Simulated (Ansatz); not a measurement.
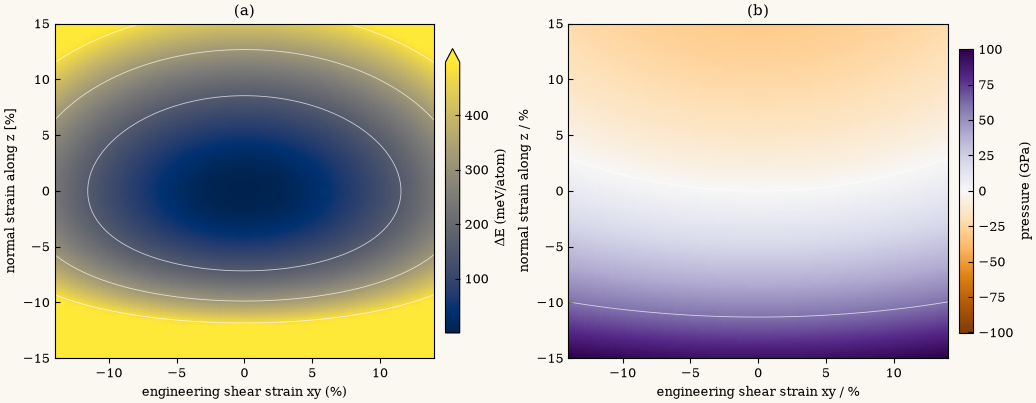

Ir (Fm-3m, No. 225; 1 atom in the cell). The energy is mapped over two homogeneous strains (x, y and z along the cube axes). The first coordinate is: engineering shear strain xy; the second: normal strain along z. Nothing is relaxed (symmetry fixes all fractional coordinates). The grid has 9 × 9 points; 45 points were computed and 36 follow by symmetry. Points are written as (first, second). Energies: meV/atom, counted from the lowest grid point. Method: Ansatz 0.2.0, DFT PBE, scalar-relativistic, plane waves, PAW. Settings: cutoff 420 eV, k-mesh 20×20×20, gaussian smearing 0.15 eV, no spin polarisation.

Panel (a) is the energy; panel (b) is the computed pressure, in GPa.

In the figure: a smooth colour map with a few white contour lines, one colour for all values above the top of the scale. Between grid points the surface is interpolated.

> How does the pressure vary over the map, and what is it at the lowest grid point?

It runs from −30 GPa at (0.0 %, 15.00 %) to 100 GPa at (−14.0 %, −15.00 %). At the lowest grid point, (0.0 %, 0.00 %), it is 0 GPa.

PAW datasets: the set soft_1.
